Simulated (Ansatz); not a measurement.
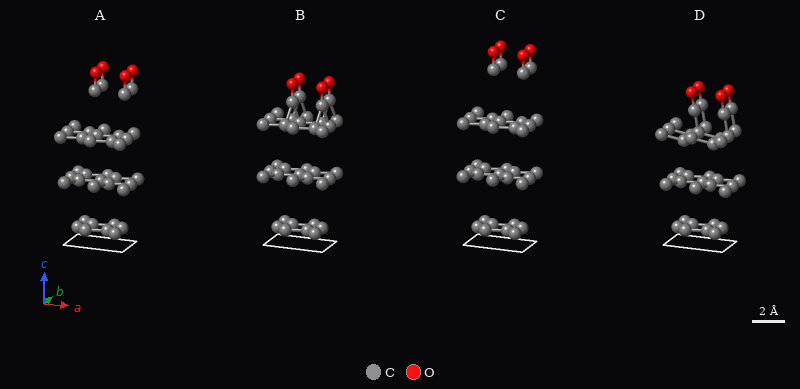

4 geometries from one constrained relaxation of a slab of composition C7O (cut from the R-3m phase), in shuffled order. Style: ball-and-stick. Shown: the 2 × 2 repeat of the cell, outlined in the plane, without the vacuum, slightly off an axis.

Case: CO put at a bridge C-C site. The slab is the (0 0 1) face of C with CO on it. 2 atoms are held fixed.

All numbers below come from Ansatz, DFT PBE+D3(BJ), scalar-relativistic, plane waves, PAW. Settings: plane-wave cutoff 420 eV; k-point mesh 12 × 12 × 1; occupations gaussian; smearing width 0.05 eV; no spin polarisation; dipole correction; atoms relaxed in a fixed cell; force threshold 0.03 eV/Å; at most 70 steps.

Q: Order the frames from highest to lowest energy.

A: B, D, A, C. They are steps 0, 12, 19, 28, at +3.135 eV per cell of the calculation, +2.426 eV per cell of the calculation, +0.209 eV per cell of the calculation relative to the last. The largest moves, 2.06 Å, are those of C and O atoms. Largest moves by element: C 2.06 Å, O 2.04 Å. The cell stays as it was. Among the contacts that change: C–C 1.570 → 3.501 Å, C–C 1.572 → 3.460 Å, C–O 1.150 → 1.134 Å. Bonds break: C–C (1.57 → 3.46 Å), C–C (1.57 → 3.50 Å). The energy falls by 3.135 eV per cell of the calculation in 27 accepted moves (28 points after the start). Largest force component: 4 eV/Å at the start, 0.0025 eV/Å at the end. The line search rejected the trial step at point 6 of the run. The run took 7.4 min on 1 thread of Intel(R) Xeon(R) Platinum 8488C (Sapphire Rapids), on a shared host, peak memory 0.53 GiB.

Limits of the set-up: the periodic images lie only 2.5 Å apart, so the values are limited by the cell's size.
